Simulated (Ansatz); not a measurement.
## Run report: Ta16N17, geometry relaxation (part 3 of 3)

Continued. System: Ta16N17 (slab, 33 atoms in the cell). Method: DFT PBEsol, scalar-relativistic, plane waves, PAW, no spin polarisation (Ansatz 0.2.0); cutoff 420 eV, 8×6×1 k-mesh, Gaussian smearing of 0.1 eV. The structure derives from an entry of the Crystallography Open Database. It belongs to a series of runs on one base structure; here: (1 1 1) slab, atoms relaxed.

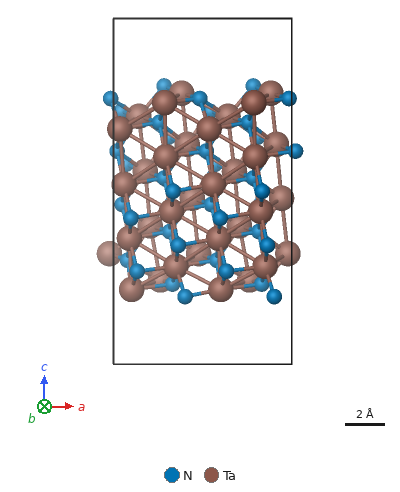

Figure 1. The geometry at step 4 of the log (ball-and-stick view of the 2 × 1 repeat of the cell, with the vacuum cut short, along the b axis).

### Trajectory as extended XYZ (Å, eV, eV/Å), 7 frames, from step=1 to step=7
```
33
Lattice="5.0047 0.0000 0.0000 -2.5024 6.0362 0.0000 0.0000 0.0000 26.2219" Properties=species:S:1:pos:R:3:forces:R:3 step=1 energy=-163362.16890
N     3.3365    1.4226    7.5000    0.9111   1.1536   2.1612
Ta    0.0000    2.8452    7.8507   -1.1862  -2.4728   2.1110
N     1.6682    4.2678    8.2014   -1.6416  -0.5568   1.3871
Ta    0.0000    5.6905    8.5521    1.9543   2.0774  -0.8734
N     0.8341    1.0768    8.9027    0.3089   0.6877   0.3029
Ta    2.5024    2.4994    9.2534   -0.2890  -0.1624  -2.2912
N    -0.8341    3.9221    9.6041    0.3108  -0.3437  -0.8810
Ta    2.5024    5.3447    9.9548   -0.2764   0.0716  -1.6087
N     3.3365    0.7310   10.3055   -0.2143  -0.3709  -0.1704
Ta    0.0000    2.1537   10.6562    0.2442  -0.1333  -0.9209
N     1.6682    3.5763   11.0069    0.0152  -0.0605   0.3440
Ta    0.0000    4.9989   11.3575   -0.0476   0.1259  -0.4534
N     0.8341    0.3853   11.7082   -0.0967   0.0045   0.2144
Ta    2.5024    1.8079   12.0589   -0.0421   0.1253   0.1262
N    -0.8341    3.2305   12.4096   -0.0752   0.0205   0.2029
Ta    2.5024    4.6531   12.7603    0.0683   0.0020  -0.0786
N     3.3365    0.0395   13.1110    0.1061   0.0044   0.0073
Ta    0.0000    1.4621   13.4617    0.0719  -0.0100   0.0755
N     1.6682    2.8847   13.8123   -0.0754  -0.0221  -0.2001
Ta    0.0000    4.3073   14.1630   -0.0323  -0.1204  -0.1220
N    -1.6682    5.7299   14.5137   -0.1016  -0.0054  -0.2160
Ta    2.5024    1.1163   14.8644   -0.0430  -0.1300   0.4481
N    -0.8341    2.5389   15.2151    0.0137   0.0583  -0.3359
Ta    2.5024    3.9615   15.5658    0.2395   0.1343   0.9127
N     0.8341    5.3841   15.9164   -0.2044   0.3729   0.1693
Ta    0.0000    0.7705   16.2671   -0.2842  -0.0714   1.6153
N     1.6682    2.1931   16.6178    0.3090   0.3526   0.8846
Ta    0.0000    3.6157   16.9685   -0.3067   0.1721   2.2819
N    -1.6682    5.0383   17.3192    0.3140  -0.6864  -0.2980
Ta    2.5024    0.4247   17.6699    1.9647  -2.0811   0.8685
N     4.1706    1.8473   18.0206   -1.6520   0.5492  -1.3842
Ta    2.5024    3.2699   18.3712   -1.1744   2.4729  -2.1138
N     0.8341    4.6926   18.7219    0.9109  -1.1581  -2.1650
33
Lattice="5.0047 0.0000 0.0000 -2.5024 6.0362 0.0000 0.0000 0.0000 26.2219" Properties=species:S:1:pos:R:3:forces:R:3 step=2 energy=-163364.88908
N     3.4019    1.4758    7.6064    0.1199  -0.2002   0.4204
Ta   -0.0402    2.7125    7.9872   -0.5070  -0.4016   0.3865
N     1.5278    4.2092    8.2838   -0.1456   0.1747   0.2134
Ta    0.0833    5.7870    8.5137    1.3923   0.2353   0.0683
N     0.8809    1.0736    8.9334    0.0036   0.3360  -0.2507
Ta    2.4943    2.5124    9.1911   -0.4458   0.6790  -0.0885
N    -0.8206    3.9461    9.5470   -0.2485  -0.1399  -0.4524
Ta    2.4896    5.3493    9.8806    0.2020  -0.2278  -0.3788
N     3.3331    0.7420   10.2931   -0.1327  -0.5002  -0.1944
Ta    0.0067    2.1620   10.6152    0.0589  -0.1725   0.7329
N     1.6763    3.5791   10.9987   -0.0796   0.1090   0.3169
Ta   -0.0040    5.0066   11.3250   -0.1693   0.0647  -0.0983
N     0.8192    0.3853   11.6941    0.0669  -0.0291   0.1194
Ta    2.4980    1.8114   12.0599    0.0204   0.1006   0.1490
N    -0.8312    3.2306   12.4045   -0.1241   0.0650   0.1032
Ta    2.5046    4.6538   12.7562   -0.0125   0.0526  -0.0366
N     3.3348    0.0396   13.1113    0.0090  -0.0028  -0.0039
Ta    0.0025    1.4611   13.4657   -0.0182  -0.0499   0.0396
N     1.6711    2.8844   13.8177   -0.1216  -0.0635  -0.1031
Ta   -0.0040    4.3039   14.1624    0.0133  -0.1027  -0.1505
N    -1.6833    5.7298   14.5278    0.0692   0.0286  -0.1202
Ta    2.4984    1.1085   14.8970   -0.1676  -0.0649   0.0956
N    -0.8262    2.5359   15.2234   -0.0784  -0.1095  -0.3160
Ta    2.5089    3.9532   15.6065    0.0611   0.1734  -0.7305
N     0.8313    5.3733   15.9287   -0.1383   0.5021   0.1969
Ta   -0.0130    0.7660   16.3417    0.1978   0.2270   0.3760
N     1.6815    2.1695   16.6751   -0.2448   0.1398   0.4603
Ta   -0.0090    3.6031   17.0304   -0.4276  -0.6813   0.0899
N    -1.6214    5.0419   17.2887    0.0088  -0.3362   0.2462
Ta    2.5861    0.3280   17.7078    1.3853  -0.2367  -0.0680
N     4.0298    1.9057   17.9383   -0.1456  -0.1728  -0.2116
Ta    2.4628    3.4028   18.2346   -0.5167   0.4072  -0.3958
N     0.8996    4.6389   18.6150    0.1169   0.1967  -0.4154
33
Lattice="5.0047 0.0000 0.0000 -2.5024 6.0362 0.0000 0.0000 0.0000 26.2219" Properties=species:S:1:pos:R:3:forces:R:3 step=3 energy=-163365.21735
N     3.4220    1.4685    7.7025   -0.1569  -0.3660  -0.3847
Ta   -0.0582    2.6728    8.0684    0.1406   0.2135  -0.1320
N     1.5176    4.1942    8.3290    0.1234   0.1359  -0.0454
Ta    0.1729    5.7946    8.5614    0.2031  -0.0742  -0.1426
N     0.9092    1.0738    8.9714   -0.1791   0.1423  -0.1338
Ta    2.4751    2.5344    9.2334   -0.3845   0.1164   0.2913
N    -0.8268    3.9340    9.5546   -0.1841  -0.0403  -0.1859
Ta    2.5115    5.3332    9.8847    0.2512   0.2092   0.1053
N     3.3398    0.7165   10.3273   -0.0042  -0.2767  -0.0540
Ta    0.0042    2.1452   10.6798    0.0741  -0.0827   0.2774
N     1.6568    3.5866   11.0469   -0.0452   0.0520  -0.0931
Ta   -0.0277    4.9986   11.3361    0.0343   0.1763  -0.0364
N     0.8195    0.3716   11.7192   -0.0098  -0.0229  -0.0880
Ta    2.4864    1.8096   12.0784    0.1276   0.0247  -0.0082
N    -0.8626    3.2332   12.4253   -0.0223   0.0039  -0.1098
Ta    2.4870    4.6598   12.7645    0.0174  -0.1123  -0.0549
N     3.3198    0.0394   13.1109    0.0279  -0.0021  -0.0029
Ta   -0.0155    1.4553   13.4574    0.0177   0.1126   0.0602
N     1.6398    2.8819   13.7967   -0.0214  -0.0030   0.1084
Ta   -0.0159    4.3056   14.1436    0.1266  -0.0275   0.0098
N    -1.6829    5.7436   14.5026   -0.0081   0.0230   0.0876
Ta    2.4749    1.1164   14.8856    0.0350  -0.1758   0.0383
N    -0.8455    2.5284   15.1753   -0.0453  -0.0491   0.0920
Ta    2.5066    3.9701   15.5419    0.0730   0.0816  -0.2751
N     0.8377    5.3988   15.8946   -0.0058   0.2789   0.0563
Ta    0.0088    0.7821   16.3375    0.2477  -0.2084  -0.1091
N     1.6758    2.1813   16.6678   -0.1828   0.0354   0.1867
Ta   -0.0272    3.5808   16.9882   -0.3805  -0.1148  -0.2901
N    -1.5924    5.0416   17.2502   -0.1782  -0.1415   0.1307
Ta    2.6754    0.3203   17.6605    0.1991   0.0726   0.1366
N     4.0195    1.9209   17.8932    0.1247  -0.1361   0.0459
Ta    2.4446    3.4431   18.1529    0.1411  -0.2101   0.1315
N     0.9191    4.6459   18.5197   -0.1571   0.3652   0.3883
33
Lattice="5.0047 0.0000 0.0000 -2.5024 6.0362 0.0000 0.0000 0.0000 26.2219" Properties=species:S:1:pos:R:3:forces:R:3 step=4 energy=-163365.24986
N     3.4093    1.4566    7.6531   -0.1632  -0.0330  -0.1511
Ta   -0.1011    2.6947    8.0246    0.2486   0.2022   0.2646
N     1.5574    4.2261    8.3024   -0.2503  -0.1065  -0.0434
Ta    0.2326    5.7850    8.5151   -0.3123   0.0867   0.0226
N     0.8576    1.1318    8.9655    0.3168  -0.2314  -0.3014
Ta    2.4414    2.5496    9.2214    0.0267  -0.0083   0.1029
N    -0.8425    3.9348    9.5384    0.1711   0.0405  -0.1875
Ta    2.5495    5.3711    9.8797   -0.0134  -0.0273  -0.0810
N     3.3358    0.7047   10.3074    0.0414   0.1167   0.0394
Ta   -0.0060    2.1675   10.6753    0.0722  -0.0942   0.1801
N     1.6577    3.5958   11.0254   -0.0324  -0.0095   0.0341
Ta   -0.0196    5.0153   11.3191   -0.0975  -0.0412   0.1534
N     0.8185    0.3844   11.7116    0.0394  -0.0004  -0.0391
Ta    2.4997    1.8120   12.0731   -0.0266   0.0234  -0.0565
N    -0.8552    3.2389   12.4267   -0.0412   0.0110  -0.0624
Ta    2.4920    4.6568   12.7538   -0.0026  -0.0092   0.1269
N     3.3201    0.0390   13.1106    0.0412   0.0010   0.0001
Ta   -0.0104    1.4581   13.4684   -0.0032   0.0098  -0.1312
N     1.6472    2.8762   13.7955   -0.0396  -0.0126   0.0598
Ta   -0.0027    4.3029   14.1492   -0.0237  -0.0216   0.0594
N    -1.6839    5.7306   14.5103    0.0388   0.0015   0.0372
Ta    2.4829    1.0997   14.9025   -0.0980   0.0417  -0.1484
N    -0.8447    2.5196   15.1969   -0.0346   0.0103  -0.0370
Ta    2.4964    3.9478   15.5466    0.0730   0.0935  -0.1753
N     0.8336    5.4107   15.9145    0.0429  -0.1164  -0.0412
Ta    0.0462    0.7444   16.3421   -0.0043   0.0285   0.0834
N     1.6602    2.1797   16.6845    0.1685  -0.0330   0.1870
Ta   -0.0606    3.5656   17.0006    0.0213   0.0102  -0.1038
N    -1.6434    4.9845   17.2559    0.3072   0.2252   0.3010
Ta    2.7339    0.3298   17.7061   -0.3081  -0.0891  -0.0228
N     4.0591    1.8887   17.9197   -0.2439   0.1070   0.0393
Ta    2.4020    3.4218   18.1965    0.2458  -0.2106  -0.2565
N     0.9064    4.6580   18.5693   -0.1601   0.0351   0.1474
33
Lattice="5.0047 0.0000 0.0000 -2.5024 6.0362 0.0000 0.0000 0.0000 26.2219" Properties=species:S:1:pos:R:3:forces:R:3 step=5 energy=-163365.31109
N     3.4042    1.4659    7.6482   -0.0324  -0.0273  -0.0482
Ta   -0.0797    2.6911    8.0325   -0.0076   0.0694   0.0904
N     1.5258    4.2180    8.3005    0.0782  -0.0397   0.0201
Ta    0.1984    5.7983    8.5181    0.0151   0.0980   0.0063
N     0.8903    1.1047    8.9376   -0.0662  -0.0414   0.0105
Ta    2.4500    2.5500    9.2174   -0.0256  -0.0211   0.0978
N    -0.8334    3.9388    9.5232   -0.0521   0.0001  -0.0422
Ta    2.5366    5.3596    9.8639    0.0584   0.0124   0.0647
N     3.3383    0.7097   10.3042    0.0262  -0.0509  -0.0081
Ta    0.0056    2.1527   10.6740    0.0158   0.0329   0.0095
N     1.6568    3.5968   11.0298    0.0116   0.0176  -0.0278
Ta   -0.0245    5.0113   11.3212   -0.0277  -0.0256   0.0278
N     0.8223    0.3778   11.7074   -0.0313  -0.0134  -0.0373
Ta    2.4976    1.8133   12.0707    0.0070  -0.0036  -0.0241
N    -0.8568    3.2379   12.4195    0.0195  -0.0117  -0.0397
Ta    2.4924    4.6569   12.7604    0.0121  -0.0107  -0.0020
N     3.3236    0.0392   13.1107   -0.0023   0.0000  -0.0011
Ta   -0.0101    1.4582   13.4616    0.0117   0.0104   0.0031
N     1.6458    2.8773   13.8025    0.0194   0.0119   0.0398
Ta   -0.0047    4.3018   14.1515    0.0072   0.0028   0.0243
N    -1.6799    5.7374   14.5144   -0.0314   0.0129   0.0372
Ta    2.4782    1.1038   14.9006   -0.0277   0.0252  -0.0272
N    -0.8456    2.5185   15.1924    0.0111  -0.0162   0.0265
Ta    2.5080    3.9625   15.5479    0.0171  -0.0314  -0.0095
N     0.8363    5.4057   15.9177    0.0254   0.0502   0.0084
Ta    0.0340    0.7558   16.3580    0.0607  -0.0125  -0.0646
N     1.6692    2.1762   16.6996   -0.0510   0.0012   0.0437
Ta   -0.0520    3.5654   17.0044   -0.0285   0.0206  -0.0971
N    -1.6113    5.0108   17.2838   -0.0661   0.0405  -0.0109
Ta    2.7007    0.3165   17.7033    0.0142  -0.0968  -0.0063
N     4.0281    1.8969   17.9215    0.0797   0.0396  -0.0209
Ta    2.4233    3.4247   18.1890   -0.0078  -0.0714  -0.0905
N     0.9016    4.6486   18.5742   -0.0328   0.0280   0.0474
33
Lattice="5.0047 0.0000 0.0000 -2.5024 6.0362 0.0000 0.0000 0.0000 26.2219" Properties=species:S:1:pos:R:3:forces:R:3 step=6 energy=-163365.31704
N     3.3995    1.4738    7.6487   -0.0073  -0.0418  -0.0044
Ta   -0.0835    2.6997    8.0431    0.0141   0.0206  -0.0079
N     1.5308    4.2177    8.3097   -0.0237   0.0169  -0.0090
Ta    0.2012    5.8067    8.5179    0.0247   0.0312   0.0019
N     0.8852    1.1039    8.9397    0.0144  -0.0122   0.0071
Ta    2.4461    2.5489    9.2290    0.0009   0.0190   0.0085
N    -0.8361    3.9449    9.5235   -0.0175  -0.0335   0.0074
Ta    2.5412    5.3611    9.8682    0.0159   0.0065   0.0097
N     3.3422    0.7044   10.3068   -0.0199  -0.0220  -0.0203
Ta    0.0066    2.1537   10.6782    0.0083   0.0149  -0.0120
N     1.6576    3.6012   11.0327   -0.0051  -0.0101   0.0000
Ta   -0.0263    5.0093   11.3263   -0.0023   0.0151  -0.0049
N     0.8207    0.3766   11.7058    0.0026  -0.0054   0.0034
Ta    2.4992    1.8123   12.0691   -0.0028   0.0179   0.0190
N    -0.8550    3.2377   12.4192   -0.0031  -0.0096  -0.0103
Ta    2.4943    4.6564   12.7613   -0.0013  -0.0036   0.0108
N     3.3244    0.0393   13.1107    0.0043   0.0001  -0.0007
Ta   -0.0082    1.4587   13.4608   -0.0016   0.0034  -0.0102
N     1.6476    2.8775   13.8029   -0.0029   0.0098   0.0096
Ta   -0.0030    4.3027   14.1532   -0.0032  -0.0179  -0.0180
N    -1.6815    5.7385   14.5159    0.0030   0.0053  -0.0036
Ta    2.4764    1.1058   14.8956   -0.0027  -0.0147   0.0056
N    -0.8448    2.5143   15.1894   -0.0051   0.0109   0.0000
Ta    2.5092    3.9616   15.5437    0.0083  -0.0152   0.0121
N     0.8402    5.4110   15.9151   -0.0196   0.0222   0.0200
Ta    0.0387    0.7543   16.3537    0.0163  -0.0072  -0.0097
N     1.6666    2.1702   16.6994   -0.0178   0.0337  -0.0069
Ta   -0.0561    3.5665   16.9929    0.0000  -0.0197  -0.0082
N    -1.6166    5.0116   17.2818    0.0152   0.0127  -0.0078
Ta    2.7035    0.3081   17.7034    0.0236  -0.0318  -0.0017
N     4.0332    1.8972   17.9123   -0.0236  -0.0160   0.0086
Ta    2.4193    3.4160   18.1785    0.0140  -0.0206   0.0075
N     0.8968    4.6409   18.5735   -0.0061   0.0409   0.0046
33
Lattice="5.0047 0.0000 0.0000 -2.5024 6.0362 0.0000 0.0000 0.0000 26.2219" Properties=species:S:1:pos:R:3:forces:R:3 step=7 energy=-163365.31766
N     3.4007    1.4711    7.6480    0.0043   0.0009  -0.0030
Ta   -0.0828    2.7006    8.0416    0.0027   0.0019   0.0175
N     1.5287    4.2202    8.3091    0.0110  -0.0069   0.0002
Ta    0.2027    5.8091    8.5181   -0.0146   0.0104  -0.0173
N     0.8865    1.1045    8.9401   -0.0045  -0.0053  -0.0012
Ta    2.4465    2.5508    9.2284   -0.0115   0.0036  -0.0010
N    -0.8377    3.9422    9.5241    0.0013   0.0012   0.0050
Ta    2.5425    5.3622    9.8693    0.0074  -0.0021   0.0008
N     3.3412    0.7051   10.3058   -0.0003  -0.0067   0.0010
Ta    0.0069    2.1550   10.6770    0.0073  -0.0012  -0.0032
N     1.6570    3.6007   11.0323    0.0009   0.0035   0.0011
Ta   -0.0265    5.0107   11.3257   -0.0063  -0.0106   0.0112
N     0.8207    0.3771   11.7066   -0.0021   0.0012  -0.0059
Ta    2.4985    1.8136   12.0707    0.0014  -0.0054  -0.0076
N    -0.8554    3.2372   12.4180   -0.0019   0.0011   0.0049
Ta    2.4938    4.6565   12.7617    0.0059  -0.0013  -0.0004
N     3.3246    0.0393   13.1106   -0.0023   0.0000  -0.0002
Ta   -0.0087    1.4586   13.4605    0.0060   0.0013   0.0002
N     1.6471    2.8781   13.8041   -0.0019  -0.0010  -0.0050
Ta   -0.0037    4.3015   14.1516    0.0014   0.0049   0.0074
N    -1.6815    5.7381   14.5152   -0.0020  -0.0013   0.0059
Ta    2.4762    1.1044   14.8962   -0.0064   0.0101  -0.0111
N    -0.8454    2.5149   15.1898    0.0008  -0.0030  -0.0013
Ta    2.5094    3.9604   15.5449    0.0079   0.0014   0.0034
N     0.8393    5.4103   15.9161   -0.0003   0.0068  -0.0009
Ta    0.0400    0.7532   16.3527    0.0076   0.0022  -0.0003
N     1.6651    2.1729   16.6988    0.0013  -0.0013  -0.0050
Ta   -0.0558    3.5645   16.9934   -0.0116  -0.0031   0.0013
N    -1.6151    5.0110   17.2814   -0.0045   0.0050   0.0012
Ta    2.7050    0.3056   17.7032   -0.0148  -0.0099   0.0170
N     4.0312    1.8947   17.9127    0.0110   0.0066  -0.0003
Ta    2.4201    3.4150   18.1800    0.0027  -0.0029  -0.0176
N     0.8982    4.6434   18.5743    0.0040  -0.0002   0.0030
```

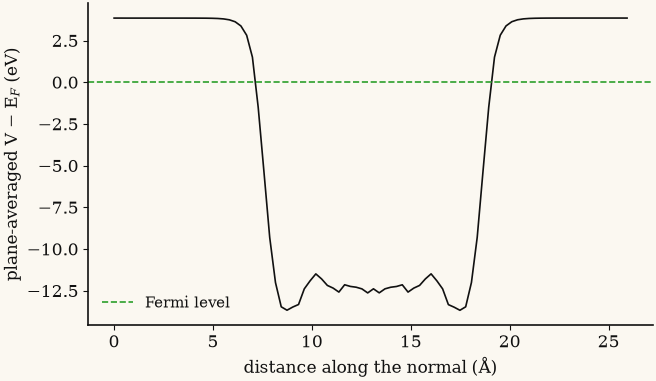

Figure 2. Plane average of the electrostatic potential energy of an electron across the cell, from the Fermi level. The vacuum level lies 3.85 eV above the Fermi level.

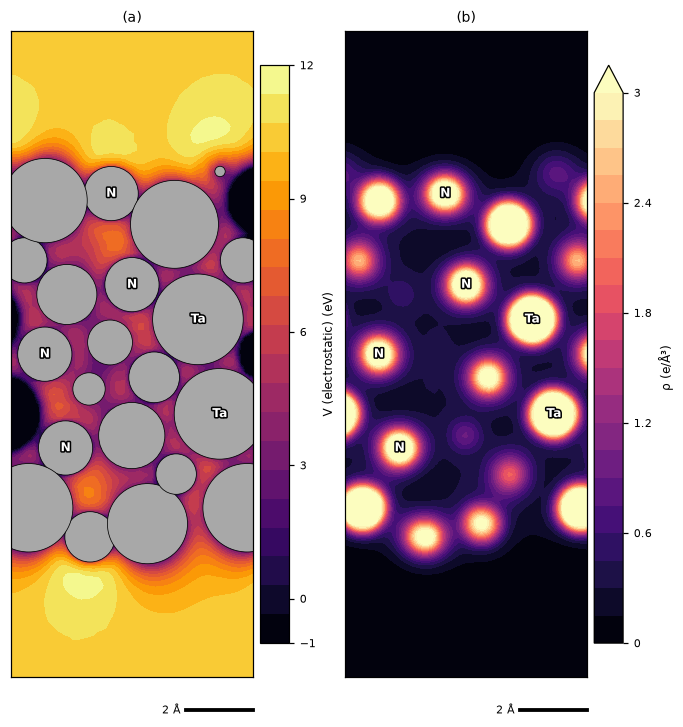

Figure 3. (a) electrostatic potential (local pseudopotential plus Hartree) felt by an electron; (b) valence charge density (pseudo) on the (11̄0) plane of the calculation cell, a cut from vacuum to vacuum. Grey discs, where drawn, cover atomic cores. Atoms in the plane: N and Ta. Ta–N (2.23 Å): ρ is about 0.53 e/Å³ halfway. The density dies away to nearly zero in the vacuum. The fields are those of the smooth PAW valence density.

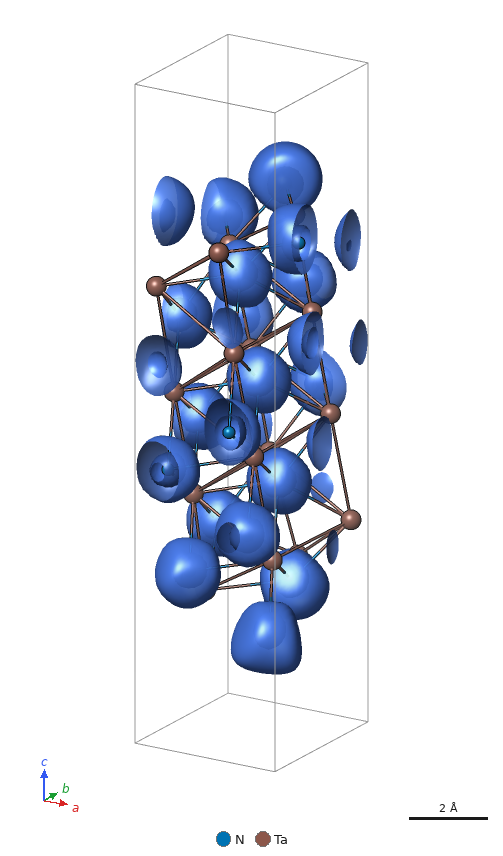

Figure 4. Isosurface of the ELF at 0.7 (blue), seen slightly off an axis. Core shells and regions of very low density are left out. Sticks mark near contacts. Profiles from the grid: Ta–N (2.00 Å): the ELF peaks at about 0.80 in the valence shell of N, 0.6 Å from its nucleus, and drops to about 0.25 between the two atoms (no shared pair; the contact is polar). Ta–Ta (2.69 Å): the ELF is about 0.40 at the midpoint; no shared electron pair.

### Summary

```json
{"quantity": "outcome", "value": "converged"}
{"quantity": "electrons treated", "value": "293"}
{"quantity": "free energy", "value": "−163365.3177 eV"}
{"quantity": "work function, top face", "value": "3.85 eV"}
{"quantity": "work function, bottom face", "value": "3.85 eV"}
{"quantity": "Fermi energy", "value": "6.656 eV"}
{"quantity": "gap on the k-point mesh", "value": "none (metallic)"}
{"quantity": "final volume", "value": "792.15 Å³"}
{"quantity": "work function (upper face)", "value": "3.85 eV"}
{"quantity": "largest force (length of the vector) at the end", "value": "0.025 eV/Å"}
{"quantity": "wall time", "value": "8.7 min (CPU time 34 min)"}
{"quantity": "peak memory", "value": "4.4 GiB"}
```

### Notes

The program warns: the exchange-correlation potential is rough where the density is thin. Spin–orbit coupling is left out, which matters for Ta. The cell holds an odd number of electrons but the run has no spin polarisation, so a band is left half filled.
